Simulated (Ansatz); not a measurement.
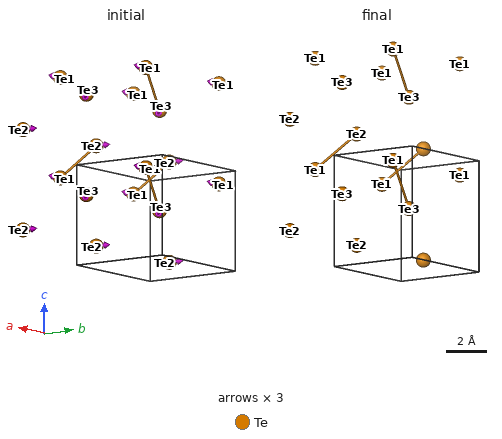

The structure of solid Te (built on the trigonal type) before (left) and after (right) a relaxation, at one scale. The purple arrows give the displacements (the part carried along by the change of the cell is left out), 3 times their true length.

The picture is a ball-and-stick view of the cell of the calculation, repeated 2 × 1 × 2 with one cell outlined, seen from a free direction.

Level of theory: Ansatz, DFT LDA, scalar-relativistic, plane waves, PAW.

The input:
```yaml
crystal:
  lattice:
    - [4.6986824466, 0.0, 0.0]
    - [-2.3493412233, 4.0691783631, 0.0]
    - [0.0, 0.0, 5.3308124611]
  atoms:
    - { symbol: Te, position: [0.2254, 0.0, 0.8333333333] }
    - { symbol: Te, position: [0.0, 0.2254, 0.1666666667] }
    - { symbol: Te, position: [0.7746, 0.7746, 0.5] }
basis:
  ecutwfc: 600
  ecutrho_ratio: 5
kpoints:
  mp_grid: { grid: [10, 10, 8] }
hamiltonian:
  xc: lda
scf:
  occupations: { method: gaussian, width: 0.05 }
output:
  forces: true
  stress: true
  eigenvalues: true
relax:
  f_tol: 0.01
  max_steps: 60
  cell: { stress_tol: 0.15 }
```

**What changed between the two?**

After 5 accepted moves (8 points after the start) the energy has fallen by 344 meV per atom. Largest force component: 3.2 eV/Å at the start, 0.0088 eV/Å at the end. Pressure: 10.09 GPa at the start and −0.10 GPa at the end. The line search rejected the trial steps at points 5, 6 of the run. The SCF was repeated once at an unchanged geometry on a basis and grid sized afresh for the cell, which shifted the energy by less than 0.05 meV per atom at most. The largest moves relative to the cell, 0.26 Å, are those of Te1, Te2 and Te3. Te1 goes along +a. Cell: a = b 4.699 → 4.287 Å (−8.8 %), c 5.331 → 5.914 Å (+10.9 %). Volume −7.6 %. Near-neighbour distances that change, for instance: Te1–Te2 3.697 → 3.316 Å, Te1–Te2 (another image) 2.554 → 2.901 Å. The space group stays P3_121 (No. 152). The run took about 2.7 core-minutes on a shared host.
